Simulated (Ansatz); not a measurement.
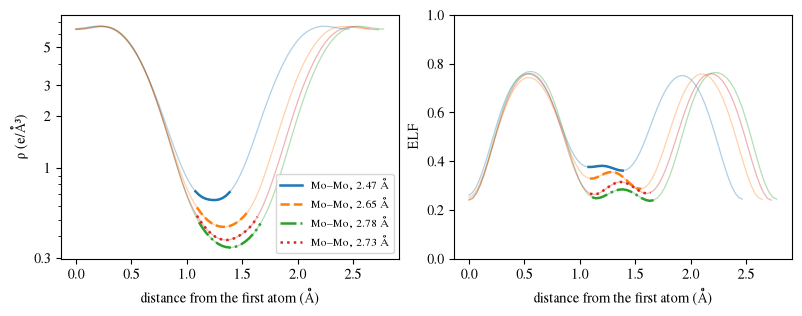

*Mo (slab). Valence electron density and ELF along straight lines between neighbouring atoms. Thin, pale parts lie inside the atomic spheres.*

Computed without spin polarisation.

Theory: DFT PBE, scalar-relativistic, plane waves, PAW in Ansatz 0.2.0.

Core electrons are frozen (PAW), and the valence fields are smoothed inside the atomic spheres.

Input

```
crystal:
  lattice:
    - [4.4695390375, 0.0, 0.0]
    - [-2.2347695188, 3.8707343497, 0.0]
    - [0.0, 0.0, 27.7727716986]
  atoms:
    - { symbol: Mo, position: [0.6666666667, 0.3333333333, 0.2700486679] }
    - { symbol: Mo, position: [0.3333333333, 0.6666666667, 0.3028988582] }
    - { symbol: Mo, position: [0.0, 0.0, 0.3357490485] }
    - { symbol: Mo, position: [0.6666666667, 0.3333333333, 0.3685992388] }
    - { symbol: Mo, position: [0.3333333333, 0.6666666667, 0.4014494291] }
    - { symbol: Mo, position: [0.0, 0.0, 0.4342996194] }
    - { symbol: Mo, position: [0.6666666667, 0.3333333333, 0.4671498097] }
    - { symbol: Mo, position: [0.3333333333, 0.6666666667, 0.5] }
    - { symbol: Mo, position: [0.0, 0.0, 0.5328501903] }
    - { symbol: Mo, position: [0.6666666667, 0.3333333333, 0.5657003806] }
    - { symbol: Mo, position: [0.3333333333, 0.6666666667, 0.5985505709] }
    - { symbol: Mo, position: [0.0, 0.0, 0.6314007612] }
    - { symbol: Mo, position: [0.6666666667, 0.3333333333, 0.6642509515] }
    - { symbol: Mo, position: [0.3333333333, 0.6666666667, 0.6971011418] }
    - { symbol: Mo, position: [0.0, 0.0, 0.7299513321] }
basis:
  ecutwfc: 420
kpoints:
  mp_grid: { grid: [9, 9, 1] }
hamiltonian:
  xc: pbe
scf:
  occupations: { method: gaussian, width: 0.1 }
output:
  forces: true
  eigenvalues: true
  write_density: true
  write_potential: true
  elf: true
  volumetric_format: npy
relax:
  adjacent_minimum: "off"
  f_tol: 0.02
  max_steps: 60
efield:
  axis: 3
  dipole_correction: true
```

Command:

```sh
ansatz run input.yaml --threads 2 --pin off --max-ram 5120MiB --backend cpu --events-out ev --progress --plain --runs-dir out
```

The fields are those of the relaxed geometry.

Q: Compare the contacts.

A: Mo–Mo (2.47 Å): ρ is about 0.65 e/Å³ halfway; the ELF is about 0.40 at the midpoint.
Mo–Mo (2.65 Å): the density is about 0.45 e/Å³ at the midpoint; the ELF is about 0.35 at the midpoint.
Mo–Mo (2.78 Å): ρ at the midpoint is about 0.34 e/Å³; the ELF is about 0.30 at the midpoint (no localised pair shows between them).
Mo–Mo (2.73 Å): ρ at the midpoint is about 0.38 e/Å³; the ELF is about 0.30 at the midpoint.
